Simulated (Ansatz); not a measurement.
Band-structure calculation of TaN

- system: TaN (P-6m2, 2 atoms in the cell)
- method: DFT PBE, scalar-relativistic, plane waves, PAW, no spin polarisation (Ansatz 0.2.0)

The structure derives from an entry of the Crystallography Open Database. Figures and captions count atoms from 1; the log counts them from 0 in places.

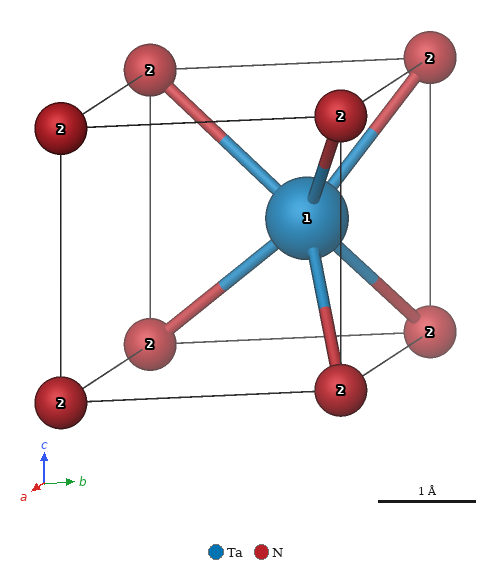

Figure 1. The structure as given in the input (ball-and-stick view of the cell of the calculation, seen slightly off an axis; atoms are numbered from 1 in the order of the input).

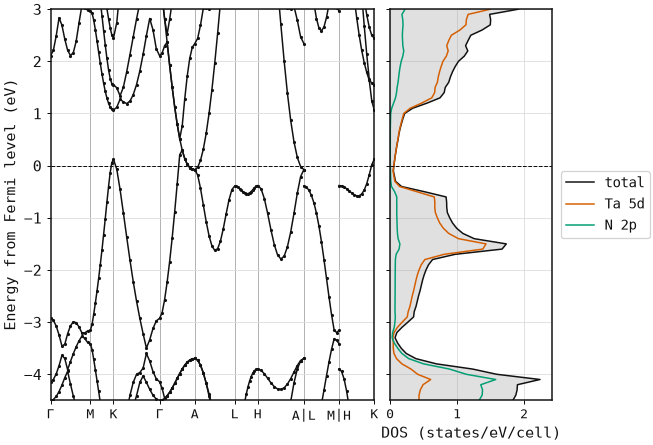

Figure 2. Band structure along Γ–M–K–Γ–A–L–H–A|L–M|H–K and density of states (projected on Löwdin-orthogonalised atomic shells), with energies from the Fermi level. Bands cross the Fermi level: a metal at this level of theory.

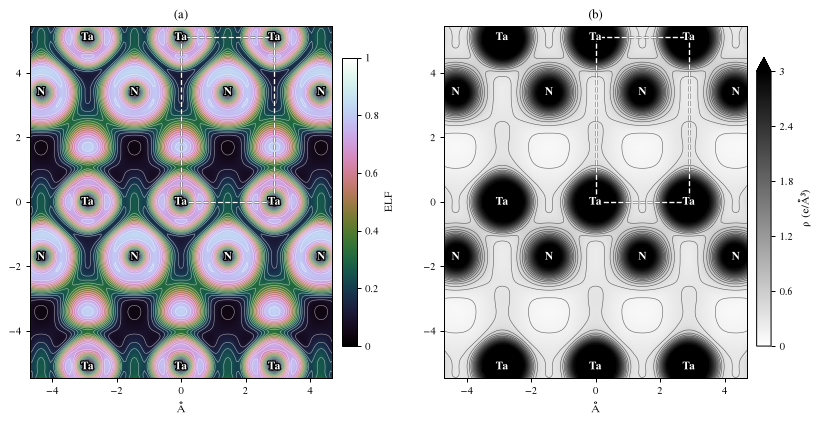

Figure 3. (a) electron localisation function; (b) valence electron density on the (110) plane of the conventional cell. The plane passes through Ta and N nuclei. Ta–N (2.24 Å): ρ at the midpoint is about 0.53 e/Å³; the ELF is about 0.20 at the midpoint; no shared pair; the contact is polar. Ta–Ta (2.90 Å): ρ at the midpoint is about 0.28 e/Å³; the ELF is about 0.25 at the midpoint (no shared electron pair). Away from the nuclei the density in this plane falls to 0.09 e/Å³ at its lowest. The strong features right at Ta lie inside the PAW spheres (semicore, d or f shells) and say nothing about bonding. The fields are those of the smooth PAW valence density.

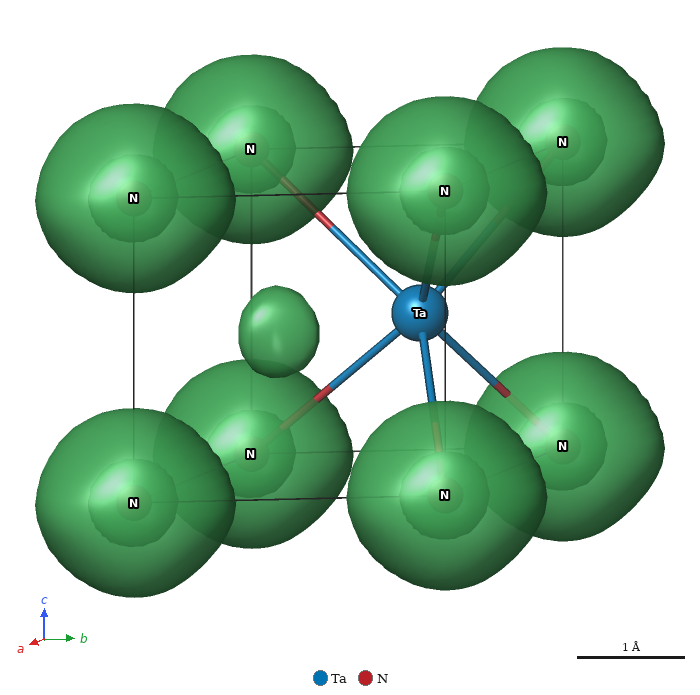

Figure 4. Isosurface of the electron localisation function at 0.65 (green), seen slightly off an axis. Only the valence region is drawn (cores and ρ < 0.01 e/Å³ removed). Sticks mark near contacts. The outline is the cell set on symmetry axes. Values along the shortest contacts: Ta–N (2.24 Å): the ELF is about 0.20 at the midpoint (no shared pair; the contact is polar). Ta–Ta (2.90 Å): the ELF is about 0.25 at the midpoint; no localised pair between them.

The input that produced these results follows, with the program's output.

Input
```yaml
crystal:
  lattice:
    - [2.9501846714, 0.0, 0.0]
    - [-1.4750923357, 2.5549348713, 0.0]
    - [0.0, 0.0, 2.8977715837]
  atoms:
    - { symbol: Ta, position: [0.3333333333, 0.6666666667, 0.5] }
    - { symbol: "N", position: [0.0, 0.0, 0.0] }
basis:
  ecutwfc: 420
kpoints:
  mp_grid: { grid: [18, 18, 14] }
  band_path:
    path:
      - [[0.0, 0.0, 0.0], [0.5, 0.0, 0.0], [0.33333333, 0.33333333, 0.0], [0.0, 0.0, 0.0], [0.0, 0.0, 0.5], [0.5, 0.0, 0.5], [0.33333333, 0.33333333, 0.5], [0.0, 0.0, 0.5]]
      - [[0.5, 0.0, 0.5], [0.5, 0.0, 0.0]]
      - [[0.33333333, 0.33333333, 0.5], [0.33333333, 0.33333333, 0.0]]
    npoints: 14
hamiltonian:
  xc: pbe
scf:
  occupations: { method: gaussian, width: 0.1 }
  n_extra_bands: 6
output:
  forces: true
  stress: true
  eigenvalues: true
  populations: true
  dos: { projected: true, de: 0.02, nscf_kmesh: { grid: [27, 27, 21] } }
  bader: true
  write_density: true
  write_potential: true
  elf: true
  volumetric_format: npy
```

Launch command:
```bash
ansatz run input.yaml --threads 1 --pin off --max-ram 2560MiB --backend cpu --events-out ev --progress --plain --runs-dir out
```

Output
```
scf.n_extra_bands = 6 over 9 filled bands (N_el = 18.0): the run solves 15 bands
Engine: ansatz 0.2.0, aarch64-unknown-linux-gnu
Pseudopotentials: kind: paw
Pseudopotential: Ta, paw, valence charge 13, recommended cutoff 420 eV (normal), Ta.paw.azcp
Pseudopotential: N, paw, valence charge 5, recommended cutoff 420 eV (normal), N.paw.azcp
Functional definition: PBE
  parameter kappa = 0.804
  parameter beta = 0.06672455060314922
  exchange = pbe_x(kappa = kappa, mu = beta*pi^2/3)
  correlation = pbe_c(beta = beta)
Crystal: 2 atoms, lattice volume = 21.842 Å³
Basis set: ecut = 420 eV, 405 PW (Γ), exchange–correlation on 40×40×40 points (8 copies of the dense FFT grid, shifted against one another)
Bands: 15, of which v1, the nominal top of the filled ones, is band 9 counted from 1 (8 counted from 0)
Symmetry: 12 space group operations
Space group: P-6m2 (ITA 187), of the structure as read, at distance tolerance 2.8e-5 Å
k-points: 296 of 4536 (time reversal used)
Non-local potential: Ta, projectors of the file, l = 0: 3, l = 1: 2, l = 2: 2, l = 3: 1
Non-local potential: N, projectors of the file, l = 0: 2, l = 1: 2, l = 2: 1
PAW form: soft (Blöchl's): semilocal exchange-correlation on the pseudo side does not see the compensation charge
PAW one-centre angular grid: Ta, 590 points (default); XC on 64 Gauss nodes
PAW one-centre angular grid: N, 110 points (default); XC on 64 Gauss nodes
Initial density: superposition of atomic densities (neutral atoms: chi_scale 0, normalization atom), corrected by the library's trained network
Initial wavefunctions: pseudopotential atomic-orbital guess
Functional: x = pbe(κ = 0.804, μ = 0.2195149727645171), c = pbe(β = 0.06672455060314922)
SCF iter   1: F=—  HF=-10318.528553 eV  |F-HF|=—  |Δ(HF+E_count)|=         —  Δρ=7.83e-3  dr2=5.77e-3  ethr=1.77e-3  ⟨swp⟩=5.5  Hψ=23980  notcnv=0
preconditioner: auto → none  [metal: Δε(μ)=0.066 eV  Ē_g=13.040 eV  σ=0.100 eV  W_gap=0.36  n_scr=8 (ndim 8)  ℏωp=25.1 eV  f_vac=0.000  D(μ)=0.05/eV (n_scr^D=0)  sad-step TF]
SCF iter   2: F=—  HF=-10318.529065 eV  |F-HF|=—  |Δ(HF+E_count)|=   5.12e-4  Δρ=4.73e-3  dr2=2.63e-3  ethr=3.21e-5  ⟨swp⟩=1.0  Hψ=6821  notcnv=0
SCF iter   3: F=—  HF=-10318.529455 eV  |F-HF|=—  |Δ(HF+E_count)|=   3.90e-4  Δρ=6.11e-4  dr2=5.67e-5  ethr=1.46e-5  ⟨swp⟩=2.1  Hψ=5560  notcnv=0
SCF iter   4: F=—  HF=-10318.529461 eV  |F-HF|=—  |Δ(HF+E_count)|=   5.52e-6  Δρ=1.42e-4  dr2=3.10e-6  ethr=3.15e-7  ⟨swp⟩=2.4  Hψ=5369  notcnv=0
iter 5 did not close the SCF: its close was put off for the readings that it lacked (scf_convergence_deferred on its scf_iter line)
SCF iter   5: F=-10318.529460 eV  HF=-10318.529460 eV  |F-HF|=3.69e-8  |Δ(HF+E_count)|=   1.25e-6  Δρ=2.08e-5  dr2=5.76e-8  ethr=1.72e-8  ⟨swp⟩=2.0  Hψ=6245  notcnv=0
SCF iter   6: F=-10318.529460 eV  HF=-10318.529460 eV  |F-HF|=4.62e-10  |Δ(HF+E_count)|=   6.34e-9  Δρ=2.73e-6  dr2=5.03e-10  ethr=3.20e-10  ⟨swp⟩=9.2  Hψ=27231  notcnv=0
SCF 1 converged in 6 iterations: F = -10318.529460 eV  dr2 = 5.03e-10
  greatest PAW one-centre occupation: 0.999 electrons in one spin orbital (limit 2), on the Ta atom at site 0 (counted from 0), in its partial waves of l = 0
NSCF: frozen V_eff on 129 k-points
NSCF: frozen V_eff on 825 k-points
SCF converged after 6 iterations
Free energy (F): -10318.529460 eV
Harris-Foulkes:  -10318.529460 eV  (|F-HF|=4.62e-10)
Internal energy: -10318.529206 eV  (E = F + TS)
E sigma→0 (E₀):  -10318.529333 eV
Entropy (-TS):   -0.000254 eV (-0.127 meV/atom)
Fermi energy:    19.945225 eV
--- Per-component energies (eV) ---
  E_band       = -57.079902
  E_kinetic    = 498.773396
  E_local      = -611.970880  (includes V_loc(G=0)·N_el)
  E_nonlocal   = 59.576435
  E_hartree    = 205.646130
  E_xc         = -279.824400
  E_vxc        = -282.203760  (∫ρ·V_xc dr)
  E_paw        = -8524.118221  (= ΣΔE_a)
  E_vpaw       = -132.547592  (= ΣTr[D̂ρ^β])
  E_aug_tail   = 0.000210  (compensation charges beyond the density's cutoff)
  E_ewald      = -1666.611876
  E_smearing   = -0.000254  (= −TS)
  E_closure    = -0.000000  (closes the sum)
  Σ components = -10318.529460   (vs F -10318.529460, Δ=0.00e0)
--- Forces (eV/Å), atoms counted from 1 ---
  atom   1  Ta     0.00000000     0.00000000     0.00000000
  atom   2  N      0.00000000     0.00000000     0.00000000
  max |Σ_I F_I| component: 5.92e-16 eV/Å
--- Stress (GPa, compression-positive) ---
        0.000415       0.000000      -0.000000
        0.000000       0.000415      -0.000000
       -0.000000      -0.000000       0.000736
  P = ⅓ Tr σ = 0.0005 GPa (0.005 kbar)
--- Band table (eV; the first three rows and the last of 296) ---
  k-point 0: bands = ["-48.5367", "-14.8860", "-14.6288", "-14.6288", "2.2863", "15.4415", "15.4415", "15.8019", "17.0188", "22.0522", "23.4561", "23.4561", "23.8849", "23.8849", "32.7953"]
  k-point 1: bands = ["-48.5344", "-14.9328", "-14.6251", "-14.6251", "2.3886", "15.3728", "15.4830", "15.4830", "17.3766", "22.2446", "22.7585", "22.7585", "24.4009", "24.4009", "33.0101"]
  k-point 2: bands = ["-48.5278", "-15.0616", "-14.6145", "-14.6145", "2.6818", "14.5101", "15.6004", "15.6004", "18.1062", "21.8690", "21.8690", "22.7507", "24.7430", "24.7430", "33.5807"]
  k-point 295: bands = ["-48.4106", "-15.4826", "-15.2181", "-15.1540", "4.2875", "11.8489", "13.4402", "16.0485", "19.5640", "24.2957", "24.8956", "26.5315", "27.3745", "29.1157", "31.4043"]
--- Löwdin populations: 2 sites ---
  site symbol       q [e]
     0     Ta     12.2220
     1      N      5.6894
  spilling = 0.004927 (of n_electrons = 18.000000)
--- Bader charges: 2 sites ---
  site symbol  charge [e]  shift [e]
     0     Ta      1.5990     0.0021
     1      N     -1.5990     0.0021
  estimated error of the sums over rays = 4.1e-4 e
```

File bader_charges.tsv
```
# site	symbol	x_ang	y_ang	z_ang	partial_charge_e	electrons	volume_ang3	relative_density_drop	shared_charge_e	partial_wave_shift_e
# quadrature_error_electrons = 4.1e-4
0	Ta	0.0000	1.7033	1.4489	1.59903	71.40097	11.87	-	1.59903	0.00208
1	N	0.0000	0.0000	0.0000	-1.59903	8.59903	9.97	-	-1.59903	0.00208
```

Key numbers

- outcome: converged
- space group (tolerance 0.01 Å): P-6m2 (187)
- electrons treated: 18
- free energy: −10318.5295 eV
- Fermi energy: 19.945 eV
- gap on the k-point mesh: none (metallic)
- pressure: 0.00 GPa
- largest force (length of the vector): under 0.001 eV/Å
- hardware: 1 thread of Arm Neoverse V1, 24 GiB of memory available, shared host
- wall time: 50 s
- peak memory: 0.41 GiB

Spin–orbit coupling is left out, which matters for Ta.
